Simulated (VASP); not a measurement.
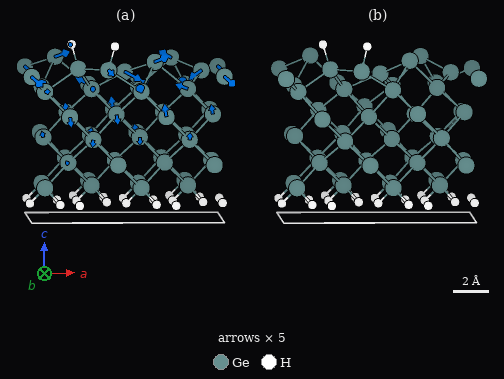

The structure of a slab of composition Ge₈H₃ before (left) and after (right) a relaxation, at one scale. The blue arrows give the displacements, 5 times their true length.

Style: ball-and-stick. Shown: the cell of the calculation, outlined in the plane, without the vacuum (origin shifted), from a free direction.

The run lets the atoms move in a fixed cell. 24 atoms are held fixed.

These are results of VASP 6.6.1, Kohn-Sham DFT of a periodic cell, PBE with D3(BJ), VASP PAW PBE potentials, recommended, not measurements.

Input file:
```
PREC = Accurate ; ENCUT = 400
EDIFF = 1E-7 ; ISMEAR = 0
SIGMA = 0.05 ; LREAL = Auto
LASPH = T ; NELM = 80
ALGO = Normal ; ISIF = 2
LWAVE = F ; LCHARG = F
GGA = PE ; IVDW = 12
IBRION = 2 ; NSW = 120
EDIFFG = -0.03 ; ISYM = 0
NCORE = 4
```

Launched with:
```bash
cat potpaw_PBE.64/Ge_d/POTCAR potpaw_PBE.64/H/POTCAR > POTCAR
mpirun -np 8 vasp_gam > vasp.out
```

> Summarise the run.

The energy falls by 1.751 eV per cell of the calculation in 19 geometry steps. The largest force component goes from 1.2 to 0.25 eV/Å. The largest moves, 0.27 Å, are those of Ge atoms. By element the largest moves are Ge 0.27 Å, H 0.06 Å. The cell stays as it was. Some distances before and after: Ge–Ge 2.708 → 2.529 Å, Ge–Ge 2.417 → 2.514 Å, Ge–Ge 2.366 → 2.452 Å, Ge–Ge 2.450 → 2.524 Å. Among the angles between lasting bonds that change: Ge–Ge–Ge 96.4° → 109.6°, Ge–Ge–Ge 96.4° → 108.7°, Ge–Ge–Ge 105.0° → 117.0°. It ran on 8 threads of Intel(R) Xeon(R) 6975P-C (Granite Rapids), with other jobs on the host.
